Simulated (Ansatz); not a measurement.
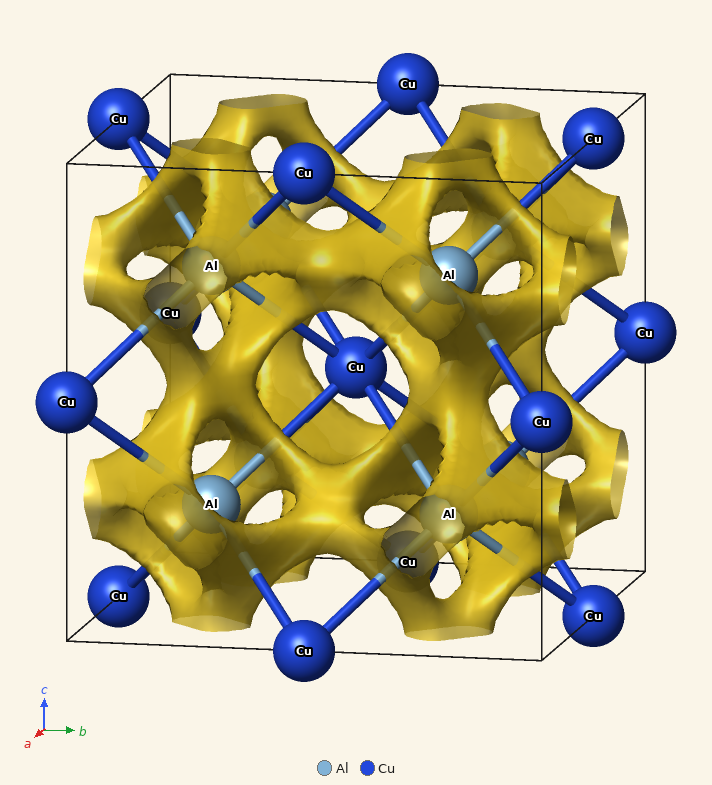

*Al₂Cu. Isosurface of the ELF at 0.6 (yellow), seen slightly off an axis. Core shells and regions of very low density are left out. Sticks mark near contacts.*

Space group Fm-3m; a structure from a database of computed crystals, not necessarily the ambient phase; computed pressure about 15 GPa in this cell; computed without spin polarisation.

Method: DFT LDA, scalar-relativistic, plane waves, PAW in Ansatz.

In a PAW calculation such maps are meaningful between the atoms, not at the nuclei.

Question: Describe the localisation domains.

Answer: The surface consists of one network that runs through the whole crystal, counted in one cell of 12 atoms. Any copies at cell faces, edges or corners count once. Profiles from the grid: Al–Cu (2.37 Å): the ELF peaks at about 0.65 between the atoms.

Question: Does the calculation give a band gap?

Answer: It is gapless in this calculation (a metal or semimetal).
